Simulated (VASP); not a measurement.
Geometry relaxation, with input and output: CdTe (part 2 of 2)

Continued. System: CdTe (2 atoms in the cell). Method: Kohn-Sham DFT of a periodic cell, PBE, VASP PAW PBE potentials, recommended, no spin polarisation (VASP 6.6.1); cutoff 520 eV, 8×8×8 k-mesh, Gaussian smearing of 0.02 eV. The structure derives from an entry of the Crystallography Open Database.

Geometry of the input (Å; fractional positions):
```
0.0000  3.2050  3.2050
3.2050  0.0000  3.2050
3.2050  3.2050  0.0000
Cd 0.0000  0.0000  0.0000
Te 0.2500  0.2500  0.2500
```

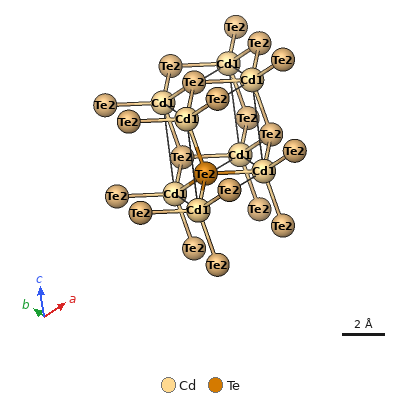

*The geometry at step 2 of the log (ball-and-stick view of the cell of the calculation, seen slightly off an axis; neighbours outside the cell are drawn fainter; atoms are numbered from 1 in the order of the input).*

### Parts of OUTCAR, continued
```
 NGX is ok and might be reduce to    36
   NGX = 17   NGY = 17   NGZ = 17

--------------------------------------- Ionic step        1  -------------------------------------------

 number of electron      17.9999995 magnetization

 Free energy of the ion-electron system (eV)
  ---------------------------------------------------
  ext. energy  EPLUGINS =         0.00000000
  ---------------------------------------------------
  free energy    TOTEN  =        -4.72671762 eV

  energy without entropy =       -4.72671762  energy(sigma->0) =       -4.72671762

------------------------ aborting loop because EDIFF is reached ----------------------------------------

  FORCE on cell =-STRESS in cart. coord.  units (eV):
  Direction    XX          YY          ZZ          XY          YZ          ZX
  --------------------------------------------------------------------------------------
  -------------------------------------------------------------------------------------
  Total        1.8041106      1.8041106      1.8041106      0.0000000      0.0000000      0.0000000
  in kB       43.8995059     43.8995059     43.8995059      0.0000000      0.0000000      0.0000000
  external PRESSURE =      43.8995059 kB  Pullay stress =       0.0000000 kB

 VOLUME and BASIS-vectors are now :
 -----------------------------------------------------------------------------
  energy-cutoff  :      520.00
  volume of cell :       65.84
      direct lattice vectors                 reciprocal lattice vectors
     0.000000000  3.205000000  3.205000000    -0.156006240  0.156006240  0.156006240
     3.205000000  0.000000000  3.205000000     0.156006240 -0.156006240  0.156006240
     3.205000000  3.205000000  0.000000000     0.156006240  0.156006240 -0.156006240

 POSITION                                       TOTAL-FORCE (eV/Angst)
 -----------------------------------------------------------------------------------
      0.00000      0.00000      0.00000         0.000000     -0.000000     -0.000000
      1.60250      1.60250      1.60250        -0.000000      0.000000      0.000000
 -----------------------------------------------------------------------------------
    total drift:                               -0.000000     -0.000000     -0.000000

  FREE ENERGIE OF THE ION-ELECTRON SYSTEM (eV)
  ---------------------------------------------------
  free  energy   TOTEN  =        -4.7267176233 eV

  energy  without entropy=       -4.7267176233  energy(sigma->0) =       -4.72671762

--------------------------------------- Ionic step        2  -------------------------------------------

 number of electron      17.9999999 magnetization

------------------------ aborting loop because EDIFF is reached ----------------------------------------

  FORCE on cell =-STRESS in cart. coord.  units (eV):
  Direction    XX          YY          ZZ          XY          YZ          ZX
  --------------------------------------------------------------------------------------
  -------------------------------------------------------------------------------------
  Total       -0.4534868     -0.4534868     -0.4534868     -0.0000000      0.0000000      0.0000000
  in kB       -9.7109535     -9.7109535     -9.7109535     -0.0000000      0.0000000      0.0000000
  external PRESSURE =      -9.7109535 kB  Pullay stress =       0.0000000 kB

 VOLUME and BASIS-vectors are now :
 -----------------------------------------------------------------------------
  energy-cutoff  :      520.00
  volume of cell :       74.82
      direct lattice vectors                 reciprocal lattice vectors
     0.000000000  3.344473718  3.344473718    -0.149500353  0.149500353  0.149500353
     3.344473718  0.000000000  3.344473718     0.149500353 -0.149500353  0.149500353
     3.344473718  3.344473718  0.000000000     0.149500353  0.149500353 -0.149500353

 POSITION                                       TOTAL-FORCE (eV/Angst)
 -----------------------------------------------------------------------------------
      0.00000      3.34447      3.34447        -0.000000     -0.000000      0.000000
      1.67224      1.67224      1.67224         0.000000      0.000000     -0.000000
 -----------------------------------------------------------------------------------
    total drift:                               -0.000000     -0.000000     -0.000000

  FREE ENERGIE OF THE ION-ELECTRON SYSTEM (eV)
  ---------------------------------------------------
  free  energy   TOTEN  =        -4.8051327843 eV

  energy  without entropy=       -4.8051327843  energy(sigma->0) =       -4.80513278

--------------------------------------- Ionic step        3  -------------------------------------------

 number of electron      18.0000006 magnetization

------------------------ aborting loop because EDIFF is reached ----------------------------------------

  FORCE on cell =-STRESS in cart. coord.  units (eV):
  Direction    XX          YY          ZZ          XY          YZ          ZX
  --------------------------------------------------------------------------------------
  -------------------------------------------------------------------------------------
  Total        0.0085938      0.0085938      0.0085938      0.0000000     -0.0000000      0.0000000
  in kB        0.1895869      0.1895869      0.1895869      0.0000000     -0.0000000      0.0000000
  external PRESSURE =       0.1895869 kB  Pullay stress =       0.0000000 kB

 VOLUME and BASIS-vectors are now :
 -----------------------------------------------------------------------------
  energy-cutoff  :      520.00
  volume of cell :       72.63
      direct lattice vectors                 reciprocal lattice vectors
     0.000000000  3.311456120  3.311456120    -0.150990979  0.150990979  0.150990979
     3.311456120  0.000000000  3.311456120     0.150990979 -0.150990979  0.150990979
     3.311456120  3.311456120  0.000000000     0.150990979  0.150990979 -0.150990979

 POSITION                                       TOTAL-FORCE (eV/Angst)
 -----------------------------------------------------------------------------------
      0.00000      0.00000      0.00000         0.000000      0.000000      0.000000
      1.65573      1.65573      1.65573        -0.000000     -0.000000     -0.000000
 -----------------------------------------------------------------------------------
    total drift:                               -0.000000     -0.000000     -0.000001

  FREE ENERGIE OF THE ION-ELECTRON SYSTEM (eV)
  ---------------------------------------------------
  free  energy   TOTEN  =        -4.8118702615 eV

  energy  without entropy=       -4.8118702615  energy(sigma->0) =       -4.81187026

--------------------------------------- Ionic step        4  -------------------------------------------

 number of electron      18.0000005 magnetization

------------------------ aborting loop because EDIFF is reached ----------------------------------------

  FORCE on cell =-STRESS in cart. coord.  units (eV):
  Direction    XX          YY          ZZ          XY          YZ          ZX
  --------------------------------------------------------------------------------------
  -------------------------------------------------------------------------------------
  Total       -0.0219028     -0.0219028     -0.0219028      0.0000000      0.0000000      0.0000000
  in kB       -0.4822645     -0.4822645     -0.4822645      0.0000000      0.0000000      0.0000000
  external PRESSURE =      -0.4822645 kB  Pullay stress =       0.0000000 kB

 VOLUME and BASIS-vectors are now :
 -----------------------------------------------------------------------------
  energy-cutoff  :      520.00
  volume of cell :       72.77
      direct lattice vectors                 reciprocal lattice vectors
     0.000000000  3.313585243  3.313585243    -0.150893960  0.150893960  0.150893960
     3.313585243  0.000000000  3.313585243     0.150893960 -0.150893960  0.150893960
     3.313585243  3.313585243  0.000000000     0.150893960  0.150893960 -0.150893960

 POSITION                                       TOTAL-FORCE (eV/Angst)
 -----------------------------------------------------------------------------------
      0.00000      3.31359      3.31359         0.000000      0.000000      0.000000
      1.65679      1.65679      1.65679         0.000000     -0.000000     -0.000000
 -----------------------------------------------------------------------------------
    total drift:                               -0.000000     -0.000000     -0.000001

  FREE ENERGIE OF THE ION-ELECTRON SYSTEM (eV)
  ---------------------------------------------------
  free  energy   TOTEN  =        -4.8118555024 eV

  energy  without entropy=       -4.8118555024  energy(sigma->0) =       -4.81185550

--------------------------------------- Ionic step        5  -------------------------------------------

 number of electron      18.0000006 magnetization

 Free energy of the ion-electron system (eV)
  ---------------------------------------------------
  ext. energy  EPLUGINS =         0.00000000
  ---------------------------------------------------
  free energy    TOTEN  =        -4.81187219 eV

  energy without entropy =       -4.81187219  energy(sigma->0) =       -4.81187219

 E-fermi :   1.9210     XC(G=0):  -8.2976     alpha+bet : -6.9583

 val. band max:        1.7762795722   @ k =   0.0000   0.0000   0.0000
 cond. band min:       2.3514398826   @ k =   0.0000   0.0000   0.0000
 fundamental gap:      0.5751603104
 Fermi energy:         1.9210008051

 k-point     1 :       0.0000    0.0000    0.0000
  band No.  band energies     occupation
      1      -9.0446      2.00000
      2      -6.3067      2.00000
      3      -6.3067      2.00000
      4      -6.3067      2.00000
      5      -6.0916      2.00000
      6      -6.0916      2.00000
      7       1.7763      2.00000
      8       1.7763      2.00000
      9       1.7763      2.00000
     10       2.3514      0.00000
     11       6.4164      0.00000
     12       6.4164      0.00000
     13       6.4164      0.00000

 k-point     2 :       0.1250    0.0000    0.0000
  band No.  band energies     occupation
      1      -8.9947      2.00000
      2      -6.2976      2.00000
      3      -6.2976      2.00000
      4      -6.2643      2.00000
      5      -6.0922      2.00000
      6      -6.0922      2.00000
      7       0.5938      2.00000
      8       1.6569      2.00000
      9       1.6569      2.00000
     10       3.2507      0.00000
     11       6.3696      0.00000
     12       6.6093      0.00000
     13       6.6093      0.00000

 k-point     3 :       0.2500    0.0000    0.0000
  band No.  band energies     occupation
      1      -8.8743      2.00000
      2      -6.2773      2.00000
      3      -6.2773      2.00000
      4      -6.1276      2.00000
      5      -6.0917      2.00000
      6      -6.0917      2.00000
      7      -0.7830      2.00000
      8       1.4010      2.00000
      9       1.4010      2.00000
     10       3.6505      0.00000
     11       6.9267      0.00000
     12       6.9267      0.00000
     13       7.0228      0.00000

 k-point     4 :       0.3750    0.0000    0.0000
  band No.  band energies     occupation
      1      -8.7553      2.00000
      2      -6.2603      2.00000
      3      -6.2603      2.00000
      4      -6.0873      2.00000
      5      -6.0873      2.00000
      6      -5.9151      2.00000
      7      -1.8576      2.00000
      8       1.1783      2.00000
      9       1.1783      2.00000
     10       3.5858      0.00000
     11       7.0068      0.00000
     12       7.0068      0.00000
     13       8.2672      0.00000

 k-point     5 :       0.5000    0.0000    0.0000
  band No.  band energies     occupation
      1      -8.7070      2.00000
      2      -6.2544      2.00000
      3      -6.2544      2.00000
      4      -6.0841      2.00000
      5      -6.0841      2.00000
      6      -5.7896      2.00000
      7      -2.2906      2.00000
      8       1.0933      2.00000
      9       1.0933      2.00000
     10       3.5280      0.00000
     11       6.9842      0.00000
     12       6.9842      0.00000
     13       8.7823      0.00000

 [... the levels of 18 k-points are left out ...]

 k-point    24 :      -0.3750    0.2500    0.1250
  band No.  band energies     occupation
      1      -8.6560      2.00000
      2      -6.2333      2.00000
      3      -6.2236      2.00000
      4      -6.1034      2.00000
      5      -6.0865      2.00000
      6      -5.7094      2.00000
      7      -2.1347      2.00000
      8      -0.0735      2.00000
      9       0.6605      2.00000
     10       4.8638      0.00000
     11       6.4377      0.00000
     12       7.6544      0.00000
     13       8.7892      0.00000

 [... further k-points ...]

------------------------ aborting loop because EDIFF is reached ----------------------------------------

  FORCE on cell =-STRESS in cart. coord.  units (eV):
  Direction    XX          YY          ZZ          XY          YZ          ZX
  --------------------------------------------------------------------------------------
  -------------------------------------------------------------------------------------
  Total        0.0020159      0.0020159      0.0020159     -0.0000000      0.0000000     -0.0000000
  in kB        0.0444550      0.0444550      0.0444550     -0.0000000      0.0000000     -0.0000000
  external PRESSURE =       0.0444550 kB  Pullay stress =       0.0000000 kB

 VOLUME and BASIS-vectors are now :
 -----------------------------------------------------------------------------
  energy-cutoff  :      520.00
  volume of cell :       72.66
      direct lattice vectors                 reciprocal lattice vectors
     0.000000000  3.311912138  3.311912138    -0.150970189  0.150970189  0.150970189
     3.311912138  0.000000000  3.311912138     0.150970189 -0.150970189  0.150970189
     3.311912138  3.311912138  0.000000000     0.150970189  0.150970189 -0.150970189

 POSITION                                       TOTAL-FORCE (eV/Angst)
 -----------------------------------------------------------------------------------
      3.31191      0.00000      3.31191         0.000000      0.000000      0.000000
      1.65596      1.65596      1.65596        -0.000000     -0.000000     -0.000000
 -----------------------------------------------------------------------------------
    total drift:                               -0.000000     -0.000000     -0.000001

  FREE ENERGIE OF THE ION-ELECTRON SYSTEM (eV)
  ---------------------------------------------------
  free  energy   TOTEN  =        -4.8118721885 eV

  energy  without entropy=       -4.8118721885  energy(sigma->0) =       -4.81187219

 reached required accuracy - stopping structural energy minimisation
```

### CONTCAR
```
CdTe
   1.00000000000000
     0.0000000000000000    3.3119121378756873    3.3119121378756873
     3.3119121378756873    0.0000000000000000    3.3119121378756873
     3.3119121378756873    3.3119121378756873    0.0000000000000000
  Cd              Te
     1     1
Direct
     0.0000000000000000    1.0000000000000000    0.0000000000000000
     0.2500000000000000    0.2500000000000000    0.2500000000000000

  0.00000000E+00  0.00000000E+00  0.00000000E+00
  0.00000000E+00  0.00000000E+00  0.00000000E+00
```

### Trajectory as extended XYZ (Å, eV, eV/Å), 5 frames, from step=0 to step=4
```
2
Lattice="0.0000 3.2050 3.2050 3.2050 0.0000 3.2050 3.2050 3.2050 0.0000" Properties=species:S:1:pos:R:3:forces:R:3 step=0 energy=-4.72672
Cd    0.0000    0.0000    0.0000    0.0000   0.0000   0.0000
Te    1.6025    1.6025    1.6025    0.0000   0.0000   0.0000
2
Lattice="0.0000 3.3445 3.3445 3.3445 0.0000 3.3445 3.3445 3.3445 0.0000" Properties=species:S:1:pos:R:3:forces:R:3 step=1 energy=-4.80513
Cd    0.0000    3.3445    3.3445    0.0000   0.0000   0.0000
Te    1.6722    1.6722    1.6722    0.0000   0.0000   0.0000
2
Lattice="0.0000 3.3115 3.3115 3.3115 0.0000 3.3115 3.3115 3.3115 0.0000" Properties=species:S:1:pos:R:3:forces:R:3 step=2 energy=-4.81187
Cd    0.0000    0.0000    0.0000    0.0000   0.0000   0.0000
Te    1.6557    1.6557    1.6557    0.0000   0.0000   0.0000
2
Lattice="0.0000 3.3136 3.3136 3.3136 0.0000 3.3136 3.3136 3.3136 0.0000" Properties=species:S:1:pos:R:3:forces:R:3 step=3 energy=-4.81186
Cd    0.0000    3.3136    3.3136    0.0000   0.0000   0.0000
Te    1.6568    1.6568    1.6568    0.0000   0.0000   0.0000
2
Lattice="0.0000 3.3119 3.3119 3.3119 0.0000 3.3119 3.3119 3.3119 0.0000" Properties=species:S:1:pos:R:3:forces:R:3 step=4 energy=-4.81187
Cd    3.3119    0.0000    3.3119    0.0000   0.0000   0.0000
Te    1.6560    1.6560    1.6560    0.0000   0.0000   0.0000
```

### Key numbers

- outcome: converged
- space group (tolerance 0.01 Å): F-43m (216)
- electrons treated: 18
- free energy: −4.8119 eV
- gap on the k-point mesh: 0.58 eV
- pressure: 0.00 GPa
- final volume: 72.66 Å³
- largest force (length of the vector) at the end: under 0.001 eV/Å
- final cell: a = 4.684 Å, b = 4.684 Å, c = 4.684 Å, α = 60.00°, β = 60.00°, γ = 60.00°
- hardware: 4 threads of Intel Xeon (Granite Rapids), 64 GiB of memory available, shared host
- wall time: 21 s (CPU time 79 s)
- peak memory: 0.22 GiB

### Notes

The volume changed by more than 5 % on the plane waves of the start, so the result carries a basis error; a second relaxation from the end is advised.
